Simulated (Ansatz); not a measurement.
## Single-point calculation of ZrN

ZrN (slab, 10 atoms in the cell), computed with DFT PBE, scalar-relativistic, plane waves, PAW, no spin polarisation (Ansatz 0.2.0).

The structure derives from an entry of the Crystallography Open Database. It belongs to a series of runs on one base structure; here: (1 1 1) slab cut from the bulk. Figures and captions count atoms from 1; the log counts them from 0 in places.

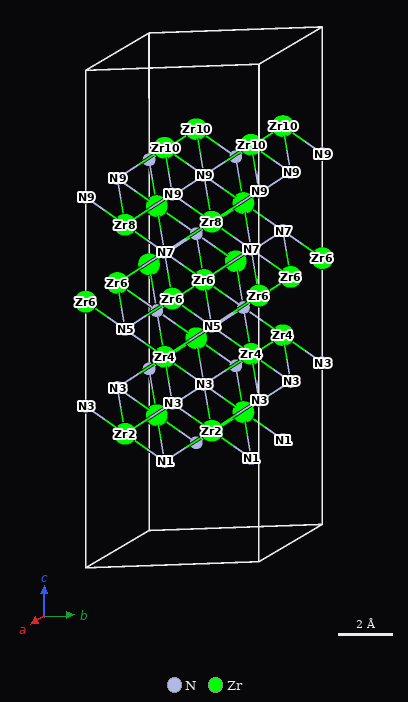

*The input geometry (ball-and-stick view of the 2 × 2 repeat of the cell, with the vacuum cut short, seen slightly off an axis; atoms are numbered from 1 in the order of the input). An atom can appear more than once, as a periodic image.*

Near neighbours in the periodic cell (some may lie outside the picture): N has 3 Zr at 2.30 Å; Zr has 6 N at 2.30 Å; N has 6 Zr at 2.30 Å; Zr has 3 N at 2.30 Å.

Key numbers

| quantity | value |
| --- | --- |
| outcome | converged |
| electrons treated | 85 |
| free energy | −22851.5277 eV |
| work function, top face | 4.40 eV |
| work function, bottom face | 8.11 eV |
| Fermi energy | 5.287 eV |
| gap on the k-point mesh | none (metallic) |
| work function (upper face) | 4.40 eV |
| largest force (length of the vector) | 6.332 eV/Å |
| hardware | 1 thread of Intel Xeon @ 2.50GHz (Skylake/Cascade Lake), 192 GiB of memory available, shared host |
| wall time | 50 s |
| peak memory | 0.57 GiB |

Remarks

Warnings of the run: the exchange-correlation potential is rough where the density is thin. The cell holds an odd number of electrons but the run has no spin polarisation, so a band is left half filled.

Input
```yaml
crystal:
  lattice:
    - [3.2489094157, 0.0, 0.0]
    - [-1.6244547079, 2.8136380886, 0.0]
    - [0.0, 0.0, 26.9372554336]
  atoms:
    - { symbol: "N", position: [0.3333333333, 0.6666666667, 0.2784248016] }
    - { symbol: Zr, position: [0.6666666667, 0.3333333333, 0.3276637346] }
    - { symbol: "N", position: [0.0, 0.0, 0.3769026676] }
    - { symbol: Zr, position: [0.3333333333, 0.6666666667, 0.4261416005] }
    - { symbol: "N", position: [0.6666666667, 0.3333333333, 0.4753805335] }
    - { symbol: Zr, position: [0.0, 0.0, 0.5246194665] }
    - { symbol: "N", position: [0.3333333333, 0.6666666667, 0.5738583995] }
    - { symbol: Zr, position: [0.6666666667, 0.3333333333, 0.6230973324] }
    - { symbol: "N", position: [0.0, 0.0, 0.6723362654] }
    - { symbol: Zr, position: [0.3333333333, 0.6666666667, 0.7215751984] }
basis:
  ecutwfc: 420
kpoints:
  mp_grid: { grid: [12, 12, 1] }
hamiltonian:
  xc: pbe
scf:
  occupations: { method: gaussian, width: 0.1 }
output:
  forces: true
  stress: true
  eigenvalues: true
  write_density: true
  write_potential: true
  elf: true
  volumetric_format: npy
efield:
  axis: 3
  dipole_correction: true
  ramp_width: 0.04
```

Command:
```bash
ansatz run input.yaml --threads 1 --pin off --max-ram 2560MiB --backend cpu --events-out ev --progress --plain --runs-dir out
```

What the program printed
```
Engine: ansatz 0.2.0, x86_64-unknown-linux-gnu
Pseudopotentials: kind: paw
Pseudopotential: N, paw, valence charge 5, recommended cutoff 420 eV (normal), N.paw.azcp
Pseudopotential: Zr, paw, valence charge 12, recommended cutoff 420 eV (normal), Zr.paw.azcp
Functional definition: PBE
  parameter kappa = 0.804
  parameter beta = 0.06672455060314922
  exchange = pbe_x(kappa = kappa, mu = beta*pi^2/3)
  correlation = pbe_c(beta = beta)
Crystal: 10 atoms, lattice volume = 246.240 Å³
Basis set: ecut = 420 eV, 4891 PW (Γ), exchange–correlation on 48×48×384 points (8 copies of the dense FFT grid, shifted against one another)
Bands: 53, of which v1, the nominal top of the filled ones, is band 43 counted from 1 (42 counted from 0)
Symmetry: 6 space group operations
Space group: P3m1 (ITA 156), of the structure as read, at distance tolerance 6.3e-5 Å
k-points: 19 of 144 (time reversal used)
Non-local potential: N, projectors of the file, l = 0: 2, l = 1: 2, l = 2: 1
Non-local potential: Zr, projectors of the file, l = 0: 3, l = 1: 2, l = 2: 2, l = 3: 2
PAW form: soft (Blöchl's): semilocal exchange-correlation on the pseudo side does not see the compensation charge
PAW one-centre angular grid: N, 110 points (default); XC on 64 Gauss nodes
PAW one-centre angular grid: Zr, 590 points (default); XC on 64 Gauss nodes
Initial density: superposition of atomic densities (neutral atoms: chi_scale 0, normalization atom), corrected by the library's trained network
Initial wavefunctions: pseudopotential atomic-orbital guess
Functional: x = pbe(κ = 0.804, μ = 0.2195149727645171), c = pbe(β = 0.06672455060314922)
SCF iter   1: F=—  HF=-22851.877782 eV  |F-HF|=—  |Δ(HF+E_count)|=         —  Δρ=1.56e-2  dr2=1.87e1  ethr=1.77e-3  p=0.115 e·Å  D=8.42e-2 V/Å  ΔV_dip=-2.27 eV  dr2_dipole=1.71e1  V_vac-E_F(+/−)=5.28/7.55 eV  ⟨swp⟩=6.8  Hψ=4693  notcnv=0
efield: sawtooth ramp at fractional position 0.9800 (placed from the atoms, in the widest stretch of the axis that holds none; the zero of the levels goes with the place), width 0.0400; the density the first Hamiltonian is built on has a dipole p = 0.115 e·Å; the dipole correction subtracts the counter field D = 8.42e-2 V/Å, which shifts the + side's vacuum level by -2.27 eV against the − side's; the planar-averaged density in the ramp window peaks in size at 6.7e-5 e/Å³
preconditioner: auto → LDOS  [metal: Δε(μ)=0.025 eV  Ē_g=8.277 eV  σ=0.100 eV  W_gap=0.14  n_scr=48 (ndim 8)  ℏωp=15.9 eV  f_vac=0.438  D(μ)=4.29/eV (n_scr^D=14)  β→1.0]
SCF iter   2: F=—  HF=-22852.306145 eV  |F-HF|=—  |Δ(HF+E_count)|=   4.28e-1  Δρ=5.25e-2  dr2=1.17e2  ethr=1.77e-3  p=0.218 e·Å  D=1.60e-1 V/Å  ΔV_dip=-4.32 eV  dr2_dipole=9.54e1  V_vac-E_F(+/−)=4.01/8.33 eV  ⟨swp⟩=3.2  Hψ=1737  notcnv=0  defer=60  recentre
SCF iter   3: F=—  HF=-22851.638955 eV  |F-HF|=—  |Δ(HF+E_count)|=   6.67e-1  Δρ=9.07e-3  dr2=4.46e0  ethr=1.77e-3  p=0.149 e·Å  D=1.10e-1 V/Å  ΔV_dip=-2.95 eV  dr2_dipole=3.88e0  V_vac-E_F(+/−)=4.81/7.76 eV  ⟨swp⟩=2.2  Hψ=1616  notcnv=0  defer=17
SCF iter   4: F=—  HF=-22851.575541 eV  |F-HF|=—  |Δ(HF+E_count)|=   6.34e-2  Δρ=7.33e-3  dr2=2.17e0  ethr=1.77e-3  p=0.165 e·Å  D=1.22e-1 V/Å  ΔV_dip=-3.27 eV  dr2_dipole=1.74e0  V_vac-E_F(+/−)=4.63/7.91 eV  ⟨swp⟩=1.0  Hψ=1149  notcnv=0  defer=22
SCF iter   5: F=—  HF=-22851.543330 eV  |F-HF|=—  |Δ(HF+E_count)|=   3.22e-2  Δρ=3.99e-3  dr2=8.18e-1  ethr=1.77e-3  p=0.177 e·Å  D=1.30e-1 V/Å  ΔV_dip=-3.49 eV  dr2_dipole=6.43e-1  V_vac-E_F(+/−)=4.54/8.04 eV  ⟨swp⟩=1.1  Hψ=956  notcnv=0  defer=24
SCF iter   6: F=—  HF=-22851.530544 eV  |F-HF|=—  |Δ(HF+E_count)|=   1.28e-2  Δρ=2.34e-3  dr2=3.31e-1  ethr=9.62e-4  p=0.190 e·Å  D=1.39e-1 V/Å  ΔV_dip=-3.75 eV  dr2_dipole=2.94e-1  V_vac-E_F(+/−)=4.39/8.14 eV  ⟨swp⟩=1.5  Hψ=1098  notcnv=0  defer=55
SCF iter   7: F=—  HF=-22851.529678 eV  |F-HF|=—  |Δ(HF+E_count)|=   8.66e-4  Δρ=1.43e-3  dr2=8.57e-2  ethr=3.90e-4  p=0.189 e·Å  D=1.39e-1 V/Å  ΔV_dip=-3.74 eV  dr2_dipole=5.61e-2  V_vac-E_F(+/−)=4.39/8.13 eV  ⟨swp⟩=1.6  Hψ=1130  notcnv=0  defer=55
SCF iter   8: F=—  HF=-22851.527905 eV  |F-HF|=—  |Δ(HF+E_count)|=   1.77e-3  Δρ=4.16e-4  dr2=3.10e-3  ethr=1.01e-4  p=0.188 e·Å  D=1.38e-1 V/Å  ΔV_dip=-3.71 eV  dr2_dipole=6.29e-5  V_vac-E_F(+/−)=4.41/8.12 eV  ⟨swp⟩=2.0  Hψ=1244  notcnv=0  defer=55
SCF iter   9: F=—  HF=-22851.527725 eV  |F-HF|=—  |Δ(HF+E_count)|=   1.81e-4  Δρ=9.32e-5  dr2=1.52e-4  ethr=3.65e-6  p=0.187 e·Å  D=1.38e-1 V/Å  ΔV_dip=-3.71 eV  dr2_dipole=8.96e-5  V_vac-E_F(+/−)=4.41/8.11 eV  ⟨swp⟩=1.9  Hψ=1252  notcnv=0  defer=55
SCF iter  10: F=—  HF=-22851.527727 eV  |F-HF|=—  |Δ(HF+E_count)|=   1.73e-6  Δρ=5.47e-5  dr2=1.04e-4  ethr=1.78e-7  p=0.187 e·Å  D=1.38e-1 V/Å  ΔV_dip=-3.71 eV  dr2_dipole=8.58e-5  V_vac-E_F(+/−)=4.40/8.11 eV  ⟨swp⟩=1.8  Hψ=1155  notcnv=0  defer=55
SCF iter  11: F=—  HF=-22851.527735 eV  |F-HF|=—  |Δ(HF+E_count)|=   8.10e-6  Δρ=5.71e-5  dr2=1.83e-4  ethr=1.22e-7  p=0.187 e·Å  D=1.38e-1 V/Å  ΔV_dip=-3.71 eV  dr2_dipole=1.54e-4  V_vac-E_F(+/−)=4.40/8.11 eV  ⟨swp⟩=1.4  Hψ=1014  notcnv=0  defer=55
SCF iter  12: F=—  HF=-22851.527738 eV  |F-HF|=—  |Δ(HF+E_count)|=   3.49e-6  Δρ=6.88e-6  dr2=1.75e-6  ethr=1.22e-7  p=0.187 e·Å  D=1.38e-1 V/Å  ΔV_dip=-3.71 eV  dr2_dipole=1.65e-6  V_vac-E_F(+/−)=4.40/8.11 eV  ⟨swp⟩=1.4  Hψ=962  notcnv=0  defer=55
SCF iter  13: F=—  HF=-22851.527713 eV  |F-HF|=—  |Δ(HF+E_count)|=   2.52e-5  Δρ=4.18e-6  dr2=1.43e-6  ethr=2.06e-9  p=0.187 e·Å  D=1.38e-1 V/Å  ΔV_dip=-3.71 eV  dr2_dipole=1.25e-6  V_vac-E_F(+/−)=4.40/8.11 eV  ⟨swp⟩=1.9  Hψ=1343  notcnv=0  defer=55
SCF iter  14: F=—  HF=-22851.527713 eV  |F-HF|=—  |Δ(HF+E_count)|=   1.93e-9  Δρ=2.51e-6  dr2=2.96e-7  ethr=1.68e-9  p=0.187 e·Å  D=1.38e-1 V/Å  ΔV_dip=-3.71 eV  dr2_dipole=2.66e-7  V_vac-E_F(+/−)=4.40/8.11 eV  ⟨swp⟩=1.0  Hψ=947  notcnv=0  defer=55
SCF iter  15: F=-22851.527713 eV  HF=-22851.527713 eV  |F-HF|=3.24e-8  |Δ(HF+E_count)|=   8.38e-9  Δρ=8.93e-7  dr2=1.81e-8  ethr=1.18e-10  p=0.187 e·Å  D=1.38e-1 V/Å  ΔV_dip=-3.71 eV  dr2_dipole=1.62e-8  V_vac-E_F(+/−)=4.40/8.11 eV  ⟨swp⟩=23.6  Hψ=8347  notcnv=0
SCF 1 converged in 15 iterations: F = -22851.527713 eV  dr2 = 1.81e-8
  greatest PAW one-centre occupation: 0.996 electrons in one spin orbital (limit 2), on the Zr atom at site 9 (counted from 0), in its partial waves of l = 0
```

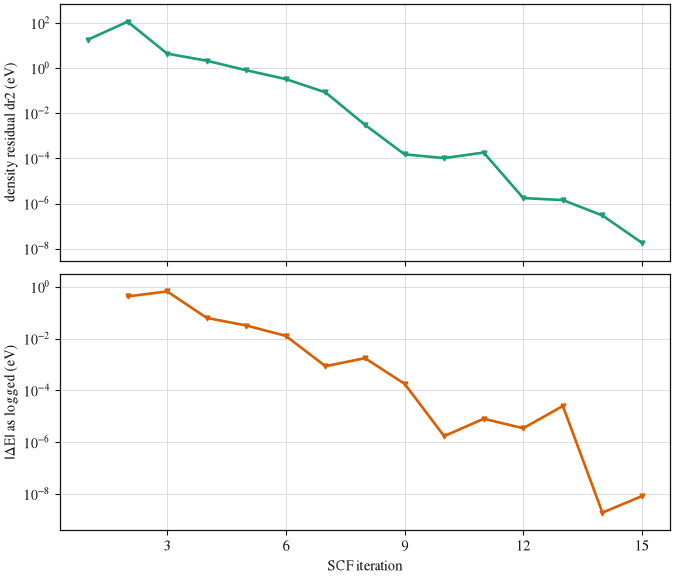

*Convergence of the self-consistent field: density residual dr2 and size of the energy change against the SCF iteration.*

The residual comes down, with one marked jump up, by a factor of about 6, at step 2.

```
WARN: The input density's exchange-correlation potential varies sharply where the density is thin. Do not read a vacuum level from v_tot or v_xc, or from such a field of the output density. On a cell that repeats whose density bears no net charge and no dipole along the vacuum's axis use v_es (v_loc + v_h of the components); under efield.dipole_correction with no amplitude use v_es + v_field, which holds any external_charges[].barrier, or the levels of the report's work_function block, which leave it out; under a non-zero efield.amplitude the vacuum is tilted and has no level; on a cell that repeats and bears such a dipole with no correction it is tilted too, and efield.dipole_correction with no amplitude gives each side of its ramp a level where efield: is served; in a cell that repeats whose density bears a net charge (total_charge, or a fill off its count) it is curved and has none; of a slab under crystal.periodic whose density bears no net charge use v_es, which has a level on each side, short of where the two are joined; of another it falls or rises all the way out and has none; of a slab beside external_charges read slab_vacuum_level instead, which it has where they leave it neutral. The grid or the basis barely resolves most such structure, and the values can differ between equally converged runs; as a rule a tighter scf.convergence.dr2_threshold does not remove it. Where the density itself ripples (under the LDA too) a higher basis.ecutwfc lessens it. The files hold the spikes' plane waves up to the density's cutoff. Files: v_tot and the like, and their columns of v_z.tsv (output.write_potential); v_xc and the like, and their columns of v_comp_z.tsv (output.write_potential_components); where files of the output density stand in their place, no point of their own thin density is over the threshold below, and this is of outcome.potential() and, of a run that writes arrays (npy), the arrays of these names. Measured: with its Gaussian average of σ = 0.25 Å subtracted twice, the exchange-correlation potential is over 0.1 eV at 2 of the grid points where the equally averaged density (valence and model cores) is under 1e-3 e/Å³, and 0.141 eV at the most among them, at an averaged density of 1.5e-7 e/Å³. See output.write_potential in the manual, Limitations
SCF converged after 15 iterations
Free energy (F): -22851.527713 eV
Harris-Foulkes:  -22851.527713 eV  (|F-HF|=3.24e-8)
Internal energy: -22851.498749 eV  (E = F + TS)
E sigma→0 (E₀):  -22851.513231 eV
Entropy (-TS):   -0.028964 eV (-2.896 meV/atom)
Fermi energy:    5.286845 eV
Dipole field:    D = 0.137601 V/Å  (p = 0.187249 e·Å, saw-weighted, corrected)
Work function:   Φ+ = 4.4027 eV   Φ− = 8.1093 eV
Levels:          The Fermi level and band energies are counted from a zero that moves with the ramp; work functions are not
--- Per-component energies (eV) ---
  E_band       = -1133.389630
  E_kinetic    = 2320.488166
  E_local      = -86142.196881  (includes V_loc(G=0)·N_el)
  E_nonlocal   = 617.798671
  E_hartree    = 41954.219453
  E_xc         = -1114.447192
  E_vxc        = -1344.269945  (∫ρ·V_xc dr)
  E_paw        = -15401.141630  (= ΣΔE_a)
  E_vpaw       = -490.481145  (= ΣTr[D̂ρ^β])
  E_aug_tail   = 0.000567  (compensation charges beyond the density's cutoff)
  E_efield     = 0.012883  (sawtooth field / dipole correction)
  E_vefield    = -3.168136  (∫n·V_field dr)
  E_ewald      = 34913.767214
  E_smearing   = -0.028964  (= −TS)
  E_closure    = 0.000000  (closes the sum)
  Σ components = -22851.527713   (vs F -22851.527713, Δ=0.00e0)
--- Forces (eV/Å), atoms counted from 1 ---
  atom   1  N      0.00000000     0.00000000     4.82478262
  atom   2  Zr    -0.00000000     0.00000000    -6.33172405
  atom   3  N      0.00000000    -0.00000000     1.21925432
  atom   4  Zr     0.00000000     0.00000000     0.46069065
  atom   5  N      0.00000000     0.00000000    -0.06365572
  atom   6  Zr    -0.00000000     0.00000000    -0.46501891
  atom   7  N      0.00000000    -0.00000000     0.06845650
  atom   8  Zr     0.00000000    -0.00000000     0.92864857
  atom   9  N      0.00000000     0.00000000     0.10991765
  atom  10  Zr    -0.00000000     0.00000000    -0.75131129
  max |Σ_I F_I| component: 4.03e-5 eV/Å
--- Stress (GPa, compression-positive) ---
       -1.203670       0.000000      -0.000000
        0.000000      -1.203670      -0.000000
       -0.000000      -0.000000      -3.506070
  P = ⅓ Tr σ = -1.9711 GPa (-19.711 kbar)
--- Band table (eV; the first three rows and the last of 19) ---
  k-point 0: bands = ["-44.3119", "-44.2449", "-44.1975", "-43.9862", "-42.8917", "-22.9672", "-22.6401", "-22.2721", "-22.0422", "-22.0422", "-21.9960", "-21.9896", "-21.9896", "-21.9478", "-21.9478", "-21.6333", "-21.6333", "-21.0436", "-20.6038", "-20.6038", "-10.7473", "-10.1257", "-9.4354", "-8.9595", "-6.2796", "-1.9721", "-0.9627", "-0.1688", "-0.1688", "0.3540", "0.4771", "0.4771", "1.3419", "1.3419", "1.7262", "2.1891", "2.1891", "4.1050", "4.3360", "4.9781", "4.9781", "5.1088", "5.2981", "5.2981", "5.6047", "5.9682", "5.9682", "6.3169", "6.8765", "6.8765", "7.2627", "7.2774", "7.2774"]
  k-point 1: bands = ["-44.3045", "-44.2389", "-44.1925", "-43.9809", "-42.8859", "-22.9423", "-22.6300", "-22.2845", "-22.0940", "-22.0603", "-22.0483", "-22.0142", "-21.9999", "-21.9732", "-21.9562", "-21.6814", "-21.6435", "-21.0321", "-20.6610", "-20.6154", "-10.6409", "-10.0639", "-9.4342", "-9.0220", "-6.2717", "-1.8319", "-0.9484", "-0.1136", "-0.0708", "0.0665", "0.5094", "0.7690", "0.9894", "1.3259", "1.7996", "1.8421", "2.0701", "4.0107", "4.1951", "4.7939", "4.9874", "5.0523", "5.3623", "5.4131", "5.6423", "5.9158", "6.1413", "6.5274", "6.7270", "6.9625", "7.4140", "7.4424", "7.5880"]
  k-point 2: bands = ["-44.2838", "-44.2228", "-44.1789", "-43.9666", "-42.8698", "-22.8734", "-22.6130", "-22.3610", "-22.2119", "-22.1984", "-22.1063", "-22.0915", "-22.0305", "-21.9873", "-21.9794", "-21.8074", "-21.6713", "-21.0026", "-20.8130", "-20.6467", "-10.3607", "-9.9145", "-9.4517", "-9.1697", "-6.2383", "-1.4688", "-0.8564", "-0.2742", "0.0103", "0.1717", "0.5124", "0.5704", "0.8348", "1.1835", "1.2731", "1.6975", "1.8419", "3.6779", "4.0407", "4.4154", "4.8501", "4.9983", "5.2557", "5.7590", "5.8331", "6.0894", "6.4999", "6.5144", "6.9837", "7.3491", "7.4990", "7.5967", "7.9601"]
  k-point 18: bands = ["-44.1739", "-44.1538", "-44.1140", "-43.8972", "-42.7921", "-22.7442", "-22.7274", "-22.6898", "-22.5664", "-22.5278", "-22.4890", "-22.3040", "-22.2232", "-22.2182", "-22.1258", "-22.0391", "-22.0106", "-21.1655", "-21.1357", "-20.8673", "-9.6329", "-9.6275", "-9.5206", "-9.1702", "-5.9142", "-0.8384", "-0.7701", "-0.6294", "-0.1675", "0.0632", "0.3655", "0.3730", "0.3875", "0.4759", "0.5567", "0.7487", "0.9431", "3.4441", "4.5618", "4.9326", "4.9875", "5.2487", "6.0901", "6.1677", "6.3311", "6.9976", "7.1782", "7.1896", "7.8117", "7.9594", "8.5326", "8.5684", "8.8891"]
```

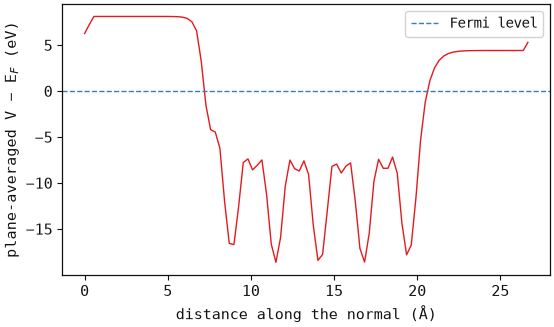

*Plane average of the electrostatic potential energy of an electron across the cell, from the Fermi level.*

The vacuum level lies 4.40 eV above the Fermi level on the upper side and 8.11 eV on the lower.

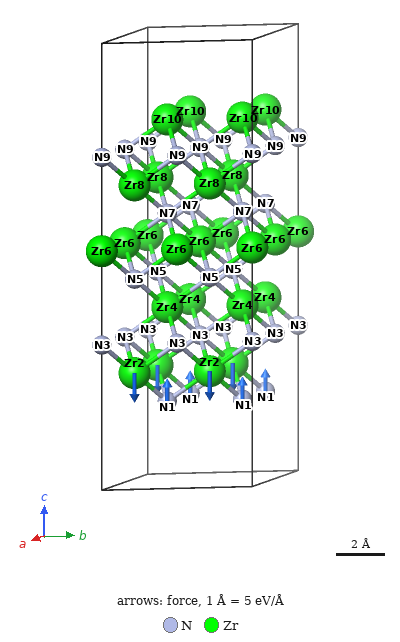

*Forces on the atoms as blue arrows (ball-and-stick view of the 2 × 2 repeat of the cell, with the vacuum cut short, seen slightly off an axis; atoms are numbered from 1 in the order of the input); the smallest are left out.*

The largest act on Zr2 (6.33 eV/Å); N1 (4.82 eV/Å). The geometry is not a stationary point of this energy.

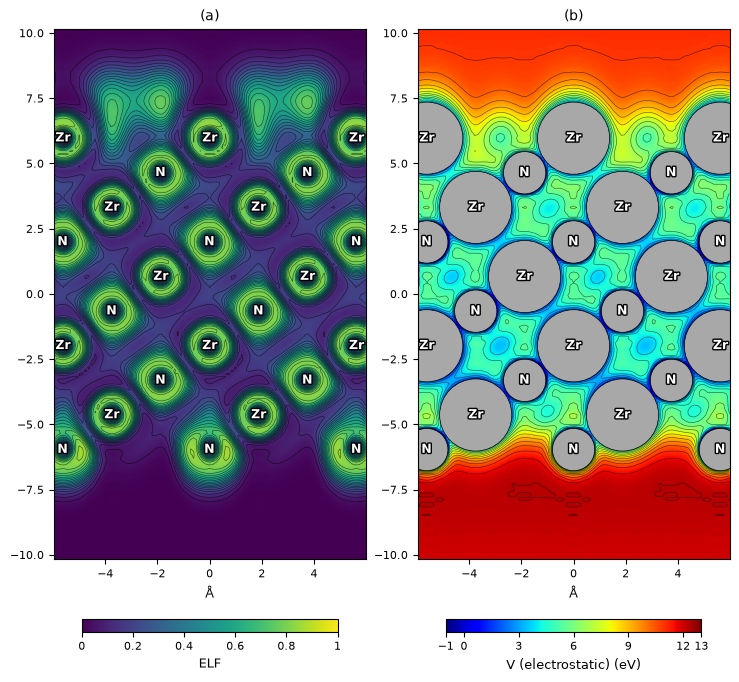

*(a) electron localisation function; (b) electrostatic potential (local pseudopotential plus Hartree) felt by an electron on the (110) plane of the calculation cell, a cut from vacuum to vacuum. Grey discs, where drawn, cover atomic cores.*

Atoms in the plane: N and Zr. Zr–N (2.30 Å): the ELF peaks at about 0.80 in the valence shell of N, 0.7 Å from its nucleus, and drops to about 0.15 between the two atoms (no shared pair; the contact is polar). The strong features right at Zr lie inside the PAW spheres (semicore, d or f shells) and say nothing about bonding. The fields are those of the smooth PAW valence density.
